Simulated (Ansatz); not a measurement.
Take the following structure.

```cif
data_structure
_symmetry_space_group_name_H-M 'P 1'
_symmetry_Int_Tables_number 1
_cell_length_a 3.3607
_cell_length_b 3.3607
_cell_length_c 26.1402
_cell_angle_alpha 90.000
_cell_angle_beta 90.000
_cell_angle_gamma 120.000
_cell_volume 255.67
loop_
_atom_site_label
_atom_site_type_symbol
_atom_site_fract_x
_atom_site_fract_y
_atom_site_fract_z
_atom_site_occupancy
Zn1 Zn 0.66667 0.33333 0.11495 1
In1 In 0.66667 0.33333 0.33057 1
Ga1 Ga 0.00000 0.00000 0.21297 1
O1 O 0.66667 0.33333 0.03819 1
O2 O 0.00000 0.00000 0.28864 1
O3 O 0.66667 0.33333 0.21162 1
O4 O 0.00000 0.00000 0.13640 1
Zn2 Zn 0.33333 0.66667 0.44828 1
In2 In 0.33333 0.66667 0.66390 1
Ga2 Ga 0.66667 0.33333 0.54630 1
O5 O 0.33333 0.66667 0.37152 1
O6 O 0.66667 0.33333 0.62198 1
O7 O 0.33333 0.66667 0.54495 1
O8 O 0.66667 0.33333 0.46973 1
Zn3 Zn 0.00000 0.00000 0.78162 1
In3 In 0.00000 0.00000 0.99723 1
Ga3 Ga 0.33333 0.66667 0.87963 1
O9 O 0.00000 0.00000 0.70486 1
O10 O 0.33333 0.66667 0.95531 1
O11 O 0.00000 0.00000 0.87828 1
O12 O 0.33333 0.66667 0.80307 1
```

**What crystal do these data define?**

Chemical formula ZnInGaO4. The space group is R3m (No. 160); the lattice is rhombohedral (trigonal R). The cell has 21 atoms, namely 3 Zn, 3 In, 3 Ga, 12 O. Each Zn atom is coordinated by four O in a tetrahedral arrangement at 2.01 to 2.02 Å. Each In atom has six O in a distorted octahedral arrangement at 2.22 to 2.23 Å around it. Each Ga atom is coordinated by five O in a trigonal bipyramidal arrangement at 1.94 to 2.00 Å. The numbers of neighbours within bonding distance are O 3 to 4 (mean 3.8). The bonds build a three-dimensional framework.

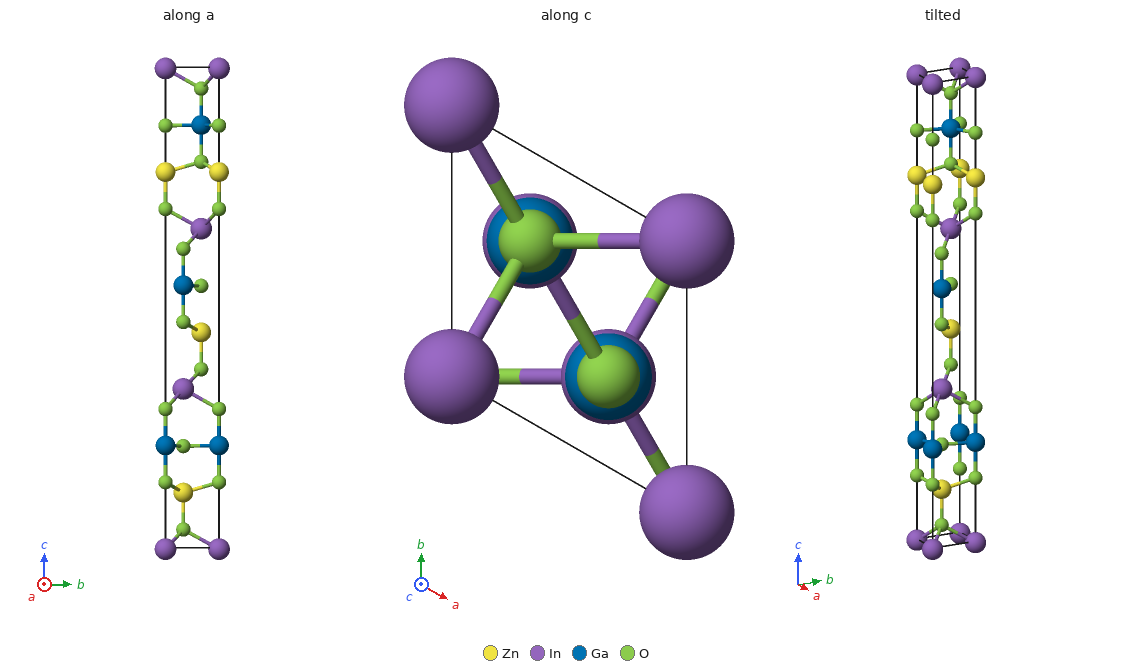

This ball-and-stick model is shown along the a axis, along the c axis and slightly off an axis. The wireframe shows the conventional unit cell. Colours: zinc yellow, indium purple, gallium blue, oxygen green.

The model was built from a structure listed in the Materials Project. Earlier steps of the study, as a rule a relaxation of our own, may have changed the cell and positions, so they can lie some per cent off the listed ones. It went into a calculation with Ansatz.

At this level of theory the run's own cell isn't at rest (stretched, at -7 GPa), so its distances can differ from those at equilibrium, the more so the softer the solid.
